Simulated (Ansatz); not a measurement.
Ti6O: single-point calculation (part 2 of 2)

Continued. System: Ti6O (7 atoms in the cell). Method: DFT r2SCAN, scalar-relativistic, plane waves, PAW, spin-polarised (Ansatz 0.2.0); cutoff 500 eV, 6×6×4 k-mesh, Gaussian smearing of 0.1 eV, collinear spins. The structure derives from an entry of the Crystallography Open Database.

Geometry of the input (Å; fractional positions):
```
5.1300  0.0000  0.0000
-2.5650  4.4427  0.0000
0.0000  0.0000  4.7400
Ti 0.3330  0.0000  0.2500
Ti 0.0000  0.3330  0.2500
Ti 0.6670  0.6670  0.2500
Ti 0.0000  0.6670  0.7500
Ti 0.6670  0.0000  0.7500
Ti 0.3330  0.3330  0.7500
O  0.0000  0.0000  0.0000
```

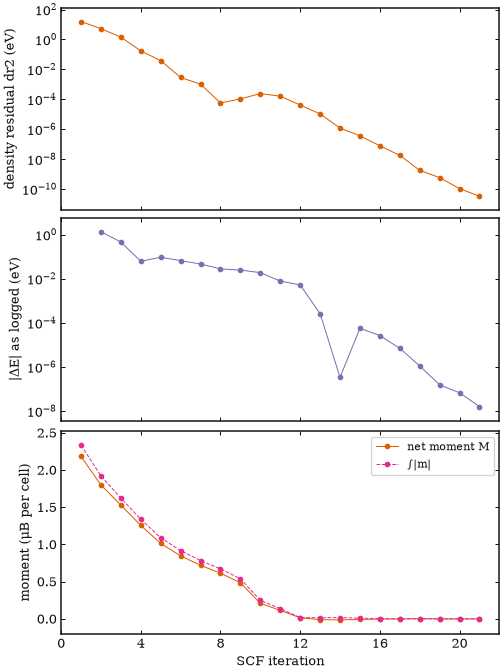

Fig. 1: Convergence of the self-consistent field: density residual dr2, size of the energy change and magnetic moment against the SCF iteration. The residual comes down, with one marked jump up, by a factor of about 2.5, at step 10. The net moment goes from 2.2 to 0.0 μB per cell, and ∫|m| falls to zero.

```
this state was not tested for a lower state beside it, because the mixer in use, unlike msr1, does not test its closes by its own steps (another_mixer; see scf.mixing.algorithm and scf.lower_state_search)
SCF converged after 21 iterations
Magnetization: 0.0001 μB (39.0000 up, 39.0000 down)
Absolute magnetization: 0.0001 μB (∫|ρ↑−ρ↓|, with the PAW one-centre terms)
Spin contamination: 0.0000 ħ² per cell (⟨S²⟩ above its minimum at these occupations)
Per-site moments (μB) at R_I (Å): [(8.614337554534221e-6, 0.8576111669108555), (8.614337554552512e-6, 0.8576111669108555), (8.614337554499386e-6, 0.8576111669108555), (8.614337554565302e-6, 0.8576111669108555), (8.614337554559177e-6, 0.8576111669108555), (8.614337554521584e-6, 0.8576111669108555), (-1.979166094331828e-6, 0.8576111669108555)]
Free energy (F): -15598.359309 eV
Harris-Foulkes:  -15598.359309 eV  (|F-HF|=3.84e-9)
Internal energy: -15598.334868 eV  (E = F + TS)
E sigma→0 (E₀):  -15598.347088 eV
Entropy (-TS):   -0.024441 eV (-3.492 meV/atom)
Fermi energy:    13.603337 eV
--- Per-component energies (eV) ---
  E_band       = -1013.028488
  E_kinetic    = 1811.988086
  E_local      = -5214.500064  (includes V_loc(G=0)·N_el)
  E_nonlocal   = 89.206110
  E_hartree    = 2129.009616
  E_xc         = -631.821353
  E_vxc        = -903.358060  (∫ρ·V_xc dr)
  E_paw        = -6499.336998  (= ΣΔE_a)
  E_vpaw       = -1115.622725  (= ΣTr[D̂ρ^β])
  E_aug_tail   = 0.001492  (compensation charges beyond the density's cutoff)
  E_vtau       = 61.237634  (kinetic-family band-sum trace: ∫τ·v_τ [+ j·A + Jᵃ·Aᵃ] dr)
  E_ewald      = -7281.329075
  E_core_change = -1.552684  (= ΣΔE_core)
  E_smearing   = -0.024441  (= −TS)
  E_closure    = 0.000000  (closes the sum)
  Σ components = -15598.359309   (vs F -15598.359309, Δ=0.00e0)
--- Forces (eV/Å), atoms counted from 1 ---
  atom   1  Ti    -0.18264136    -0.00000000     0.48777395
  atom   2  Ti     0.09132068    -0.15817205     0.48777395
  atom   3  Ti     0.09132068     0.15817205     0.48777395
  atom   4  Ti    -0.09132068     0.15817205    -0.48777395
  atom   5  Ti     0.18264136     0.00000000    -0.48777395
  atom   6  Ti    -0.09132068    -0.15817205    -0.48777395
  atom   7  O      0.00000000     0.00000000     0.00000000
  max |Σ_I F_I| component: 1.11e-16 eV/Å
--- Stress (GPa, compression-positive) ---
       -1.544833      -0.000000      -0.000000
       -0.000000      -1.544833      -0.000000
       -0.000000      -0.000000      -1.970456
  P = ⅓ Tr σ = -1.6867 GPa (-16.867 kbar)
--- Band table (eV; the first three rows and the last of 48) ---
  k-point 0 ↑: bands = ["-45.7128", "-45.5909", "-45.5752", "-45.5752", "-45.5731", "-45.5731", "-21.3268", "-21.0490", "-20.9676", "-20.9292", "-20.9292", "-20.9019", "-20.9019", "-20.8344", "-20.8125", "-20.8125", "-20.8089", "-20.8089", "-20.7652", "-20.6194", "-20.6194", "-20.5606", "-20.5352", "-20.5352", "-8.4999", "6.1146", "6.1680", "6.1680", "7.7850", "11.6880", "12.0059", "12.0302", "12.0302", "12.0834", "12.3082", "12.4602", "12.4602", "13.4737", "13.8424", "13.8424", "14.2764", "14.2764", "14.4137", "14.8605", "14.8605", "15.1755", "15.3095", "15.3095", "15.6663", "15.6663", "16.3063"]
  k-point 1 ↑: bands = ["-45.6952", "-45.6089", "-45.5749", "-45.5749", "-45.5733", "-45.5733", "-21.2432", "-21.0454", "-21.0454", "-21.0025", "-20.9650", "-20.9650", "-20.9383", "-20.8779", "-20.7952", "-20.7530", "-20.7530", "-20.6876", "-20.6876", "-20.6568", "-20.6058", "-20.6058", "-20.5467", "-20.5467", "-8.4876", "5.9676", "6.1373", "6.1373", "8.4037", "11.1976", "12.1551", "12.2283", "12.2283", "12.3714", "12.3835", "12.6913", "12.6913", "13.3234", "13.5741", "13.5741", "14.0383", "14.0383", "14.1659", "14.5761", "14.5761", "15.1422", "15.5858", "15.5858", "15.8127", "15.8127", "15.8315"]
  k-point 2 ↑: bands = ["-45.6545", "-45.6498", "-45.5745", "-45.5745", "-45.5736", "-45.5736", "-21.1124", "-21.1017", "-21.1017", "-21.0176", "-21.0176", "-20.9610", "-20.8683", "-20.8661", "-20.8586", "-20.8580", "-20.6980", "-20.6980", "-20.6335", "-20.6335", "-20.5772", "-20.5772", "-20.5718", "-20.5718", "-8.4754", "5.8584", "6.1071", "6.1071", "9.7080", "9.9124", "12.3340", "12.4294", "12.5290", "12.5290", "12.6342", "13.0907", "13.0907", "13.1781", "13.1781", "13.4561", "13.7223", "13.7223", "13.8375", "14.3332", "14.3332", "15.3024", "15.3451", "15.4055", "15.6273", "15.6273", "16.3497"]
  k-point 23 ↓: bands = ["-45.6278", "-45.6235", "-45.6235", "-45.5763", "-45.5750", "-45.5750", "-21.2770", "-21.0506", "-21.0506", "-20.9583", "-20.9583", "-20.9427", "-20.8785", "-20.8785", "-20.8245", "-20.7093", "-20.7093", "-20.6916", "-20.6913", "-20.6563", "-20.6563", "-20.5976", "-20.5976", "-20.5937", "-8.4787", "6.0534", "6.0534", "6.2141", "10.2686", "10.2686", "11.2112", "11.8140", "11.8140", "12.1979", "12.3150", "12.3150", "12.6084", "13.3146", "13.3146", "13.8195", "14.0903", "14.0903", "14.6360", "14.6360", "14.7180", "15.3650", "15.3650", "15.8188", "16.1513", "16.2521", "16.2521"]
--- Löwdin populations: 7 sites ---
  site symbol       q [e]    m [muB]
     0     Ti     11.7242     0.0000
     1     Ti     11.7242     0.0000
     2     Ti     11.7242     0.0000
     3     Ti     11.7242     0.0000
     4     Ti     11.7242     0.0000
     5     Ti     11.7242     0.0000
     6      O      6.6954    -0.0000
  spilling = 0.012301 (of n_electrons = 78.000000)
```

File populations.tsv:
```
# site	symbol	l	j	q_up	q_dn
# orbitals = lowdin
# n_electrons = 78.000000
# spilling = 0.012301
0	Ti	0_3S	-	0.963343	0.963343
0	Ti	0_4S	-	0.439635	0.439636
0	Ti	1_3P	-	2.995150	2.995150
0	Ti	2_3D	-	1.463974	1.463961
1	Ti	0_3S	-	0.963343	0.963343
1	Ti	0_4S	-	0.439635	0.439636
1	Ti	1_3P	-	2.995150	2.995150
1	Ti	2_3D	-	1.463974	1.463961
2	Ti	0_3S	-	0.963343	0.963343
2	Ti	0_4S	-	0.439635	0.439636
2	Ti	1_3P	-	2.995150	2.995150
2	Ti	2_3D	-	1.463974	1.463961
3	Ti	0_3S	-	0.963343	0.963343
3	Ti	0_4S	-	0.439635	0.439636
3	Ti	1_3P	-	2.995150	2.995150
3	Ti	2_3D	-	1.463974	1.463961
4	Ti	0_3S	-	0.963343	0.963343
4	Ti	0_4S	-	0.439635	0.439636
4	Ti	1_3P	-	2.995150	2.995150
4	Ti	2_3D	-	1.463974	1.463961
5	Ti	0_3S	-	0.963343	0.963343
5	Ti	0_4S	-	0.439635	0.439636
5	Ti	1_3P	-	2.995150	2.995150
5	Ti	2_3D	-	1.463974	1.463961
6	O	0_2S	-	0.868011	0.868011
6	O	1_2P	-	2.479673	2.479675
```

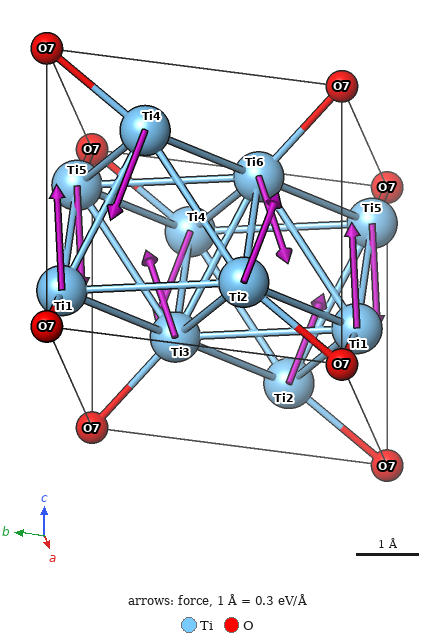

Fig. 2: Forces on the atoms as pink arrows (ball-and-stick view of the cell of the calculation, seen at an oblique angle; atoms are numbered from 1 in the order of the input). The largest act on all 6 Ti atoms (0.52 eV/Å). The geometry is not a stationary point of this energy.

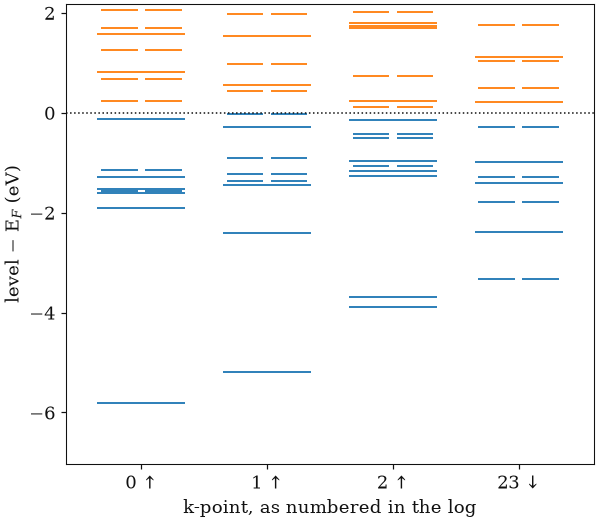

Fig. 3: Kohn–Sham levels near the Fermi level (dotted) at the few k-points that the log prints; levels within 0.02 eV of each other stand side by side. The system is metallic on the full mesh.

Key numbers:

| quantity | value |
| --- | --- |
| outcome | converged |
| space group (tolerance 0.01 Å) | P-31m (162) |
| electrons treated | 78 |
| free energy | −15598.3593 eV |
| Fermi energy | 13.603 eV |
| gap on the k-point mesh | none (metallic) |
| net moment of the cell | 0.00 μB |
| integrated absolute moment | 0.00 μB |
| pressure | −1.69 GPa |
| largest force (length of the vector) | 0.521 eV/Å |
| hardware | 2 threads of Arm Neoverse V2, 24 GiB of memory available, shared host |
| wall time | 57 s (CPU time 1.9 min) |
| peak memory | 0.78 GiB |

Notes:

The electronic state found may not be the lowest one. The program warns: some starting moments were not kept; the state was not tested for a lower one.
